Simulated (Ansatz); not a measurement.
# CdWO4 (P2/c): band gap by G0W0 on LDA

Aim: the quasiparticle gap of CdWO4 (P2/c), starting from LDA.

Main program and level: Ansatz 0.2.0; LDA, then G0W0 on it, plane waves, PAW.

**The experiments to reproduce.**

- Gap 4.15 eV: direct gap from absorption edge with Urbach fit; optical absorption; 300 K; bulk crystal (thin cleaved platelet of Czochralski crystal, 10-30 um thick) (“Optical absorption of divalent metal tungstates: Correlation between the band-gap energy and the cation ionic radius”, 2008, arxiv:0807.2115).

### 1. Starting point

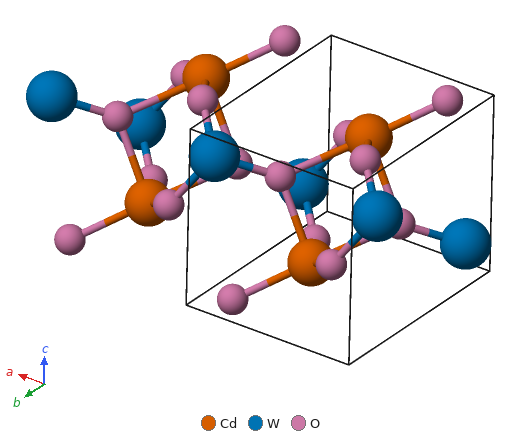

The starting structure, seen from a free direction (cadmium orange, tungsten blue, oxygen pink). 2×1×1 cells are drawn. Some periodic images of atoms are drawn too.

The cell and positions come from the Crystallography Open Database and are kept as given unless a step says otherwise. Spin-orbit coupling is left out unless a step names it. The default PAW set here is soft_2. Its files were made with PBE.

### 2. The LDA band structure

Levels along a band path and on the mesh show where this functional puts the band edges.

This step: DFT, LDA, plane waves, PAW.

The input, input.yaml:

```yaml
crystal:
  lattice:
    - [5.04, 0.0, 0.0]
    - [0.0, 5.8701, 0.0]
    - [-0.1309573182, 0.0, 5.0824131071]
  atoms:
    - { symbol: Cd, position: [0.5, 0.69729, 0.25] }
    - { symbol: Cd, position: [0.5, 0.30271, 0.75] }
    - { symbol: W, position: [0.0, 0.17855, 0.25] }
    - { symbol: W, position: [0.0, 0.82145, 0.75] }
    - { symbol: O, position: [0.2018, 0.0955, 0.9504] }
    - { symbol: O, position: [0.7982, 0.0955, 0.5496] }
    - { symbol: O, position: [0.7982, 0.9045, 0.0496] }
    - { symbol: O, position: [0.2018, 0.9045, 0.4504] }
    - { symbol: O, position: [0.242, 0.3703, 0.3839] }
    - { symbol: O, position: [0.758, 0.3703, 0.1161] }
    - { symbol: O, position: [0.758, 0.6297, 0.6161] }
    - { symbol: O, position: [0.242, 0.6297, 0.8839] }
kpoints:
  mp_grid: { grid: [6, 4, 6] }
  band_path:
    path:
      - [0.0, 0.0, 0.0]
      - [0.0, 0.5, 0.0]
      - [0.0, 0.5, 0.5]
      - [0.0, 0.0, 0.5]
      - [0.0, 0.0, 0.0]
      - [-0.5, 0.0, 0.5]
      - [-0.5, 0.5, 0.5]
      - [0.0, 0.5, 0.0]
      - [-0.5, 0.5, 0.0]
      - [-0.5, 0.0, 0.0]
      - [0.0, 0.0, 0.0]
    npoints: 10
hamiltonian:
  xc: lda
scf:
  occupations: { method: fermi_dirac, width: 0.02 }
  n_extra_bands: 8
output:
  eigenvalues: true
  forces: true
  stress: true
```

On the command line:

```console
$ ansatz run input.yaml --threads 24 --pin off --max-ram 82944MiB --backend cuda --events-out ev --progress --plain --runs-dir out --devices 1 --max-vram 78GiB
```

Numbers of over 12 decimals in the logs are rounded to 6 here.

The program printed:

```text
scf.n_extra_bands = 8 over 58 filled bands (N_el = 116.0): the run solves 66 bands
GPUs: using 1 of 1 available (devices: 1).
Engine: ansatz 0.2.0, aarch64-unknown-linux-gnu
Pseudopotentials: kind: paw
Pseudopotential: Cd, paw, valence charge 20, recommended cutoff 420 eV (normal), Cd.paw.azcp
Pseudopotential: W, paw, valence charge 14, recommended cutoff 420 eV (normal), W.paw.azcp
Pseudopotential: O, paw, valence charge 6, recommended cutoff 420 eV (normal), O.paw.azcp
Functional definition: SPW92
  exchange = slater_x
  correlation = pw_c
device memory: the entry about to start is reckoned to put 6.6 GiB on a device that reports 164.7 GiB free (of which the cap on the GPU budget leaves the run 78.0 GiB)
GPU FFT provider: cuFFT
GPU libraries: cuBLAS 13.8.1, cuFFT 12.4.0, cuSOLVER 12.3.2
GPU matrix products: emulated (plane waves: as basis.precision tells), large ones in fixed point in workspaces of 1.00 GiB
Crystal: 12 atoms, lattice volume = 150.365 Å³
Basis set: ecut = 420 eV, 2943 PW (Γ)
Bands: 66, of which v1, the nominal top of the filled ones, is band 58 counted from 1 (57 counted from 0)
Symmetry: 4 space group operations
Space group: P2/c (ITA 13), of the structure as read, at distance tolerance 5.3e-5 Å
k-points: 60 of 144
Non-local potential: Cd, projectors of the file, l = 0: 3, l = 1: 2, l = 2: 2, l = 3: 1
Non-local potential: W, projectors of the file, l = 0: 3, l = 1: 2, l = 2: 2, l = 3: 1
Non-local potential: O, projectors of the file, l = 0: 2, l = 1: 2, l = 2: 1
PAW form: soft (Blöchl's): semilocal exchange-correlation on the pseudo side does not see the compensation charge
PAW frozen core: Cd, regenerated for the run's functional, and the local potential with it (the file was generated under x = pbe(κ = 0.804, μ = 0.219515), c = pbe(β = 0.066725))
PAW frozen core: W, regenerated for the run's functional, and the local potential with it (the file was generated under x = pbe(κ = 0.804, μ = 0.219515), c = pbe(β = 0.066725))
PAW frozen core: O, regenerated for the run's functional, and the local potential with it (the file was generated under x = pbe(κ = 0.804, μ = 0.219515), c = pbe(β = 0.066725))
PAW one-centre angular grid: Cd, 590 points (default); XC on 64 Gauss nodes
PAW one-centre angular grid: W, 590 points (default); XC on 64 Gauss nodes
PAW one-centre angular grid: O, 110 points (default); XC on 64 Gauss nodes
Initial density: superposition of atomic densities (neutral atoms: chi_scale 0, normalization atom), corrected by the library's trained network
Initial wavefunctions: pseudopotential atomic-orbital guess
GPU buffer pool allocated for 51840 grid points (all kernels)
GPU transforms: local potential and band sums: pruned to the plane-wave sphere, on 36×40×36
Functional: x = slater, c = lda
SCF iter   1: F=—  HF=-40940.154611 eV  |F-HF|=—  |Δ(HF+E_count)|=         —  Δρ=2.13e-2  dr2=6.38e-1  ethr=1.77e-3  ⟨swp⟩=6.2  Hψ=15082  notcnv=0
preconditioner: auto → Resta (q_TF=auto, 2.613 Å⁻¹)  ε∞=8.1  [insulator: Δε(μ)=2.710 eV  Ē_g=10.442 eV  σ=0.020 eV  W_gap=1.00  n_scr=40 (ndim 8)  ℏωp=27.8 eV  f_vac=0.057  D(μ)=0.00/eV (n_scr^D=0)  ε∞_Penn≈8.1]
SCF iter   2: F=—  HF=-40940.021055 eV  |F-HF|=—  |Δ(HF+E_count)|=   1.34e-1  Δρ=6.82e-3  dr2=6.49e-2  ethr=5.50e-4  ⟨swp⟩=2.0  Hψ=6414  notcnv=0  defer=120
SCF iter   3: F=—  HF=-40940.010302 eV  |F-HF|=—  |Δ(HF+E_count)|=   1.08e-2  Δρ=2.85e-3  dr2=1.05e-2  ethr=5.59e-5  ⟨swp⟩=2.0  Hψ=6249  notcnv=0  defer=120
SCF iter   4: F=—  HF=-40940.008425 eV  |F-HF|=—  |Δ(HF+E_count)|=   1.88e-3  Δρ=1.26e-3  dr2=2.39e-3  ethr=9.09e-6  ⟨swp⟩=2.0  Hψ=5937  notcnv=0  defer=120
SCF iter   5: F=—  HF=-40940.006516 eV  |F-HF|=—  |Δ(HF+E_count)|=   1.91e-3  Δρ=3.61e-4  dr2=1.49e-4  ethr=2.06e-6  ⟨swp⟩=2.0  Hψ=5798  notcnv=0  defer=120
SCF iter   6: F=—  HF=-40940.007164 eV  |F-HF|=—  |Δ(HF+E_count)|=   6.48e-4  Δρ=1.12e-4  dr2=1.77e-5  ethr=1.28e-7  ⟨swp⟩=2.1  Hψ=5695  notcnv=0  defer=120
SCF iter   7: F=—  HF=-40940.008108 eV  |F-HF|=—  |Δ(HF+E_count)|=   9.44e-4  Δρ=3.01e-5  dr2=1.59e-6  ethr=1.53e-8  ⟨swp⟩=2.2  Hψ=6213  notcnv=0  defer=120
SCF iter   8: F=-40940.008109 eV  HF=-40940.008109 eV  |F-HF|=2.04e-9  |Δ(HF+E_count)|=   6.40e-7  Δρ=6.36e-6  dr2=9.77e-8  ethr=8.62e-11  ⟨swp⟩=8.6  Hψ=18025  notcnv=0
SCF 1 converged in 8 iterations: F = -40940.008109 eV  dr2 = 9.77e-8
  greatest PAW one-centre occupation: 1.000 electrons in one spin orbital (limit 2), on the Cd atom at site 1 (counted from 0), in its partial waves of l = 0
concurrent solve slots: 21 of 24 are kept, ahead of what memory takes: no pass of the eigensolver takes more rounds on 21
device memory: the entry about to start is reckoned to put 11.9 GiB on a device that reports 150.3 GiB free (of which the cap on the GPU budget leaves the run 78.0 GiB)
NSCF: frozen V_eff on 101 k-points
SCF converged after 8 iterations
Free energy (F): -40940.008109 eV
Harris-Foulkes:  -40940.008109 eV  (|F-HF|=2.04e-9)
Internal energy: -40940.008109 eV  (E = F + TS)
E sigma→0 (E₀):  -40940.008109 eV
Fermi energy:    10.212764 eV
--- Per-component energies (eV) ---
  E_band       = -1375.417013
  E_kinetic    = 3291.760075
  E_local      = -11333.040230  (includes V_loc(G=0)·N_el)
  E_nonlocal   = 494.477505
  E_hartree    = 4733.609737
  E_xc         = -1452.120826
  E_vxc        = -1654.588056  (∫ρ·V_xc dr)
  E_paw        = -25693.166293  (= ΣΔE_a)
  E_vpaw       = -1641.279224  (= ΣTr[D̂ρ^β])
  E_aug_tail   = 0.019780  (compensation charges beyond the density's cutoff)
  E_ewald      = -10984.422672
  E_core_change = 2.874815  (= ΣΔE_core)
  E_smearing   = -0.000000  (= −TS)
  E_closure    = -0.000000  (closes the sum)
  Σ components = -40940.008109   (vs F -40940.008109, Δ=0.00e0)
--- Forces (eV/Å), atoms counted from 1 ---
  atom   1  Cd     0.00000000    -0.12863722    -0.00000000
  atom   2  Cd     0.00000000     0.12863722     0.00000000
  atom   3  W     -0.00000000    -0.36444479    -0.00000000
  atom   4  W      0.00000000     0.36444479     0.00000000
  atom   5  O     -0.16805840     0.02566329     0.01279446
  atom   6  O      0.16805840     0.02566329    -0.01279446
  atom   7  O      0.16805840    -0.02566329    -0.01279446
  atom   8  O     -0.16805840    -0.02566329     0.01279446
  atom   9  O      0.16972236     0.05333646     0.12844665
  atom  10  O     -0.16972236     0.05333646    -0.12844665
  atom  11  O     -0.16972236    -0.05333646    -0.12844665
  atom  12  O      0.16972236    -0.05333646     0.12844665
  max |Σ_I F_I| component: 2.78e-17 eV/Å
--- Stress (GPa, compression-positive) ---
       -5.860576      -0.000000       0.616234
       -0.000000      -4.989094       0.000000
        0.616234       0.000000      -6.567751
  P = ⅓ Tr σ = -5.8058 GPa (-58.058 kbar)
--- Band table (eV; the first three rows and the last of 60) ---
  k-point 0: bands = [... 54 lower, 8.0801, 8.1973, 8.4066, 8.4593, 12.0845, 12.5327, 12.5437, 12.6940, ... 4 higher]
  k-point 1: bands = [... 54 lower, 7.9546, 8.2479, 8.4106, 8.6089, 12.1588, 12.2223, 12.4973, 12.5300, ... 4 higher]
  k-point 2: bands = [... 54 lower, 8.0351, 8.2712, 8.5000, 8.6775, 12.0655, 12.2036, 12.4885, 12.5849, ... 4 higher]
  k-point 59: bands = [... 54 lower, 7.8819, 7.8819, 8.2753, 8.2753, 12.4184, 12.4184, 12.6572, 12.6572, ... 4 higher]
```

The job ended after 2.9 s (1 × NVIDIA GB200 (shared by 2 runs) with 24 threads of Arm Neoverse V2, shared host; peak memory 1 GiB; 12 s of CPU time).

The column dr2 measures how far the density is from self-consistency, as an energy; F and HF (Harris–Foulkes) agree once it is small.

This step gave:

```yaml
pressure: -5.806 GPa
filled_bands: 58
gap: 2.953 eV
valence_top_at: k = (0.167, -0.500, -0.500)
conduction_bottom_at: k = (0.000, -0.500, 0.167)
least_direct_gap: 2.975 eV
```

Over mesh and path the gap is 2.953 eV, from k = (0.167, -0.500, -0.500) to k = (0.000, -0.500, 0.167). The least direct gap found is 2.975 eV, at k = (0.000, 0.500, 0.000). The pressure in this cell is -6 GPa; the cell is kept.

Electronic bands along the path, in eV, zero at the top of the highest nominally filled band:

```csv
point,band 55,band 56,band 57,band 58,band 59,band 60,band 61,band 62
Γ,-0.65,-0.53,-0.32,-0.27,3.36,3.81,3.82,3.97
Z,-0.81,-0.71,-0.58,-0.01,2.97,3.86,3.86,4.19
D,-0.65,-0.65,-0.14,-0.14,3.36,3.36,4.05,4.05
B,-0.56,-0.56,-0.13,-0.13,3.39,3.39,3.87,3.87
Γ,-0.65,-0.53,-0.32,-0.27,3.36,3.81,3.82,3.97
A,-0.46,-0.46,-0.22,-0.22,3.58,3.58,4.20,4.20
E,-0.85,-0.85,-0.45,-0.45,3.69,3.69,3.93,3.93
Z,-0.81,-0.71,-0.58,-0.01,2.97,3.86,3.86,4.19
C2,-0.74,-0.59,-0.59,-0.40,3.39,3.88,3.91,4.11
Y2,-0.54,-0.27,-0.25,-0.23,3.60,3.77,3.79,4.04
Γ,-0.65,-0.53,-0.32,-0.27,3.36,3.81,3.82,3.97
```

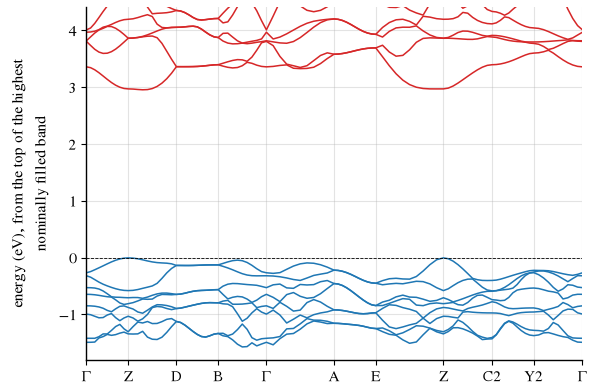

Electronic bands along the path; lines of filled and empty bands in two colours.

### 3. G0W0 on the 4×2×4 mesh

G0W0 replaces the xc potential by a self-energy built once from the orbitals of the start. Levels are corrected in the window of bands that the input names, at points of the mesh.

This step: G0W0 on LDA, plane waves, PAW.

input.yaml, the sections that differ from step 2:

```yaml
kpoints:
  mp_grid: { grid: [4, 2, 4] }
scf:
  occupations: { method: fixed }
gw:
  n_empty_bands: 691
  ecut_chi: 160.0
  qp_bands: [v4, c4]
  qp_kpoints: band_edges
  screening: { model: contour_deformation }
# crystal, hamiltonian: as in step 2
# output: removed
```

The program printed:

```text
GPUs: using 1 of 1 available (devices: 1).
[...]
Crystal: 12 atoms, lattice volume = 150.365 Å³
Basis set: ecut = 420 eV, 2943 PW (Γ)
Bands: 70, of which v1, the nominal top of the filled ones, is band 58 counted from 1 (57 counted from 0)
Symmetry: 4 space group operations
[...]
k-points: 20 of 32
[...]
SCF iter   1: F=—  HF=-40940.150740 eV  |F-HF|=—  |Δ(HF+E_count)|=         —  Δρ=2.13e-2  dr2=6.39e-1  ethr=1.77e-3  ⟨swp⟩=4.8  Hψ=4810  notcnv=0  defer=189
[...]
SCF iter   8: F=-40940.003535 eV  HF=-40940.003535 eV  |F-HF|=1.39e-9  |Δ(HF+E_count)|=   6.49e-7  Δρ=6.18e-6  dr2=8.84e-8  ethr=8.62e-11  ⟨swp⟩=8.6  Hψ=5199  notcnv=0
SCF 1 converged in 8 iterations: F = -40940.003535 eV  dr2 = 8.84e-8
[...]
NSCF: frozen V_eff on 20 k-points
[...]
SCF converged after 8 iterations
[...]
12    62     12.8665   -16.2757    -4.5595   -22.0016  0.7646    14.0547    14.0329  root
    13    55      7.9934   -27.0389     4.3160   -22.2170  0.7393     7.4832     7.4876  root
    13    56      8.0327   -27.1557     4.4087   -22.2308  0.7408     7.5121     7.5166  root
    13    57      8.2881   -26.4397     4.4057   -21.5413  0.7337     7.7913     7.7954  root
    13    58      8.3484   -26.1819     4.3793   -21.3389  0.7343     7.8811     7.8848  root
    13    59     11.7727   -15.1993    -4.6152   -20.8821  0.7838    12.8551    12.8402  root
    13    60     12.3856   -14.6374    -4.5891   -20.3295  0.7829    13.5049    13.4886  root
    13    61     12.7822   -15.9775    -4.7087   -21.8413  0.7677    13.9588    13.9374  root
    13    62     12.8859   -16.3828    -4.5882   -22.1021  0.7632    14.0384    14.0170  root
    14    55      8.1920   -25.5981     4.5341   -20.5878  0.7252     7.7116     7.7158  root
    14    56      8.4615   -26.2557     4.5899   -21.1748  0.7310     7.9663     7.9705  root
    14    57      8.4742   -27.7492     4.1931   -23.0786  0.7493     7.9933     7.9967  root
    14    58      8.5027   -26.9341     4.3506   -22.1010  0.7356     8.0165     8.0202  root
    14    59     12.3271   -16.3317    -4.6325   -22.1011  0.7661    13.4840    13.4639  root
    14    60     12.4972   -15.8332    -4.4230   -21.3915  0.7684    13.6516    13.6324  root
    14    61     12.5231   -16.2709    -4.4834   -21.8842  0.7700    13.6717    13.6529  root
    14    62     12.7703   -16.1646    -4.7817   -22.0845  0.7629    13.9308    13.9085  root
    15    55      8.0723   -26.1557     4.4808   -21.1722  0.7287     7.5650     7.5696  root
    15    56      8.2967   -26.0078     4.6058   -20.9081  0.7284     7.7984     7.8028  root
    15    57      8.4775   -27.9345     4.2558   -23.1896  0.7495     7.9848     7.9884  root
    15    58      8.5779   -26.6754     4.3766   -21.8357  0.7343     8.1114     8.1148  root
    15    59     12.1063   -15.9203    -4.5366   -21.5682  0.7744    13.2348    13.2175  root
    15    60     12.4949   -15.1920    -4.6857   -20.9630  0.7724    13.5985    13.5801  root
    15    61     12.7788   -16.0386    -4.6732   -21.8345  0.7659    13.9225    13.9015  root
    15    62     12.7839   -16.6028    -4.5477   -22.3337  0.7625    13.9896    13.9671  root
    16    55      8.2708   -26.9962     4.3291   -22.1866  0.7392     7.7865     7.7903  root
    16    56      8.2708   -26.9962     4.3291   -22.1866  0.7392     7.7865     7.7903  root
    16    57      8.5062   -27.1602     4.4036   -22.2775  0.7389     8.0234     8.0271  root
    16    58      8.5062   -27.1602     4.4036   -22.2775  0.7389     8.0234     8.0271  root
    16    59     12.3073   -15.7372    -4.4778   -21.3038  0.7724    13.4133    13.3961  root
    16    60     12.3073   -15.7372    -4.4778   -21.3038  0.7724    13.4133    13.3961  root
    16    61     12.9287   -15.8417    -4.8413   -21.8096  0.7676    14.0769    14.0553  root
    16    62     12.9287   -15.8417    -4.8413   -21.8096  0.7676    14.0769    14.0553  root
    17    55      7.9863   -26.6221     4.3561   -21.7731  0.7370     7.4892     7.4934  root
    17    56      8.1346   -26.2554     4.3889   -21.3809  0.7344     7.6450     7.6491  root
    17    57      8.1419   -25.6325     4.4467   -20.7139  0.7267     7.6660     7.6701  root
    17    58      8.3257   -26.3541     4.6465   -21.1893  0.7310     7.8026     7.8074  root
    17    59     12.1224   -16.0489    -4.6871   -21.8355  0.7724    13.2399    13.2218  root
    17    60     12.6113   -16.3458    -4.5426   -22.0271  0.7675    13.7698    13.7498  root
    17    61     12.6393   -16.3469    -4.6118   -22.1273  0.7679    13.8288    13.8079  root
[...]
18    59     11.9988   -15.5878    -4.6986   -21.3850  0.7771    13.1145    13.0973  root
    18    60     12.5721   -14.9031    -4.6342   -20.6387  0.7811    13.6905    13.6735  root
    18    61     12.8289   -16.2035    -4.6521   -22.0156  0.7646    14.0109    13.9889  root
    18    62     12.8575   -16.4307    -4.5543   -22.1116  0.7643    14.0051    13.9841  root
    19    55      7.8831   -26.0748     4.3196   -21.2615  0.7368     7.3850     7.3893  root
    19    56      7.8831   -26.0748     4.3196   -21.2615  0.7368     7.3850     7.3893  root
    19    57      8.2763   -26.4547     4.3847   -21.5853  0.7357     7.7876     7.7916  root
    19    58      8.2763   -26.4547     4.3847   -21.5853  0.7357     7.7876     7.7916  root
    19    59     12.4191   -16.0262    -4.5753   -21.7078  0.7690    13.5441    13.5253  root
    19    60     12.4191   -16.0262    -4.5753   -21.7078  0.7690    13.5441    13.5253  root
    19    61     12.6578   -15.2865    -4.5849   -20.9702  0.7775    13.7741    13.7565  root
    19    62     12.6578   -15.2865    -4.5849   -20.9702  0.7775    13.7741    13.7565  root
```

Elapsed: 39 s, on 1 × NVIDIA GB200 (shared by 2 runs) with 24 threads; peak memory 3.6 GiB; 2.2 min of CPU time.

This step gave:

```yaml
bands_summed: 749
rpa_eps_infinity_on_this_mesh_eigenvalues: 4.687, 5.022, 5.229
plane_waves_in_the_screening_matrix: 685
q_points_in_the_mesh: 32
g0w0_gap_over_the_corrected_points: 4.491 eV
k_of_the_valence_top: 0, -0.5, 0
k_of_the_conduction_bottom: 0, -0.5, 0
starting_gap_on_the_mesh: 2.974 eV
z_at_the_valence_top: 0.7445
z_at_the_conduction_bottom: 0.7856
least_direct_g0w0_gap_over_the_corrected_points: 4.491 eV
```

Over all 20 irreducible mesh points the G0W0 gap is 4.491 eV, direct, at k = (0.000, -0.500, 0.000). The LDA gap of this run on the mesh is 2.974 eV. The two states that bound the G0W0 gap lie that far apart at the start, so the correction of the gap is 4.491 − 2.974 = +1.517 eV. The start of this run differs from the step before in mesh (6×4×6 and 4×2×4).

Labels follow the order of the start: v1 is the top filled band, c1 the lowest empty one; levels that stay degenerate share a row, the window can cut a multiplet, doubted levels are not marked in this list, bands outside the window were not corrected, and the list may be a part of the corrected levels. The levels before and after the correction (eV, zero at the valence-band top of each column):

```csv
,conduction bottom,valence top
Kohn-Sham,2.97,0.00
G0W0,4.49,0.00
```

```
                   level  occupation  energy (eV)
Kohn-Sham  (0 -0.5 0) v4           2       -0.807
Kohn-Sham  (0 -0.5 0) v3           2       -0.703
Kohn-Sham  (0 -0.5 0) v2           2       -0.577
Kohn-Sham  (0 -0.5 0) v1           2        0.000
Kohn-Sham  (0 -0.5 0) c1           0        2.974
Kohn-Sham  (0 -0.5 0) c2           0        3.865
Kohn-Sham  (0 -0.5 0) c3           0        3.867
Kohn-Sham  (0 -0.5 0) c4           0        4.200
     G0W0  (0 -0.5 0) v4           2       -0.869
     G0W0  (0 -0.5 0) v3           2       -0.767
     G0W0  (0 -0.5 0) v2           2       -0.618
     G0W0  (0 -0.5 0) v1           2        0.000
     G0W0  (0 -0.5 0) c1           0        4.491
     G0W0  (0 -0.5 0) c2           0        5.388
     G0W0  (0 -0.5 0) c3           0        5.498
     G0W0  (0 -0.5 0) c4           0        5.818
```

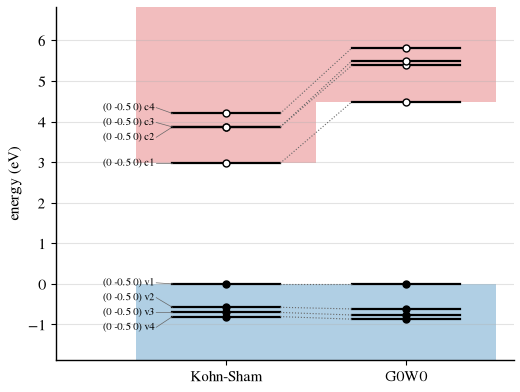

Levels before and after the correction. Shaded: valence and conduction bands. Filled marks are occupied levels, open marks empty ones.

The parts of the quasiparticle energy for the two states that bound the G0W0 gap, in eV on the run's own scale (QP = start + Σx + Σc − Vxc, with Σc at the quasiparticle energy):

```
             edge                       k  band   start       Σx      Σc      Vxc      Z      QP
      valence top  (0.000, -0.500, 0.000)    58   8.723  −27.497   4.287  −22.755  0.745   8.268
conduction bottom  (0.000, -0.500, 0.000)    59  11.697  −15.095  −4.563  −20.720  0.786  12.758
```

[end of part 1 of 2]

[Paths, hosts, dates, memory and timing lines, banners, echoed tables and standing remarks are left out of the program output.]

[Logs are printed without paths, hosts, clocks, repeated set-up lines and the standing remarks that a program may print on its own settings, such as how far it seeks lower states.]

[Runs of the session that timed out or met a known fault of the program may be left out.]

[Cells called generated may have been cut or substituted from an entry of the Crystallography Open Database or the Materials Project.]

[Hosts, paths, dates, database ids (printed as entryN), source tags and the programs' standing remarks are cut or masked in the printed files.]

[Where an RPA ε∞ is given, it is that of the G0W0 mesh and is not shown converged in it. Names of k-points follow the symmetry that the program found, which can be lower than the space group named. Band edges on a path are those of the sampled points; other points can move an edge, and change direct to indirect where valleys lie close.]

[Hybrid gaps are those of their k-mesh and are not shown converged in it.]
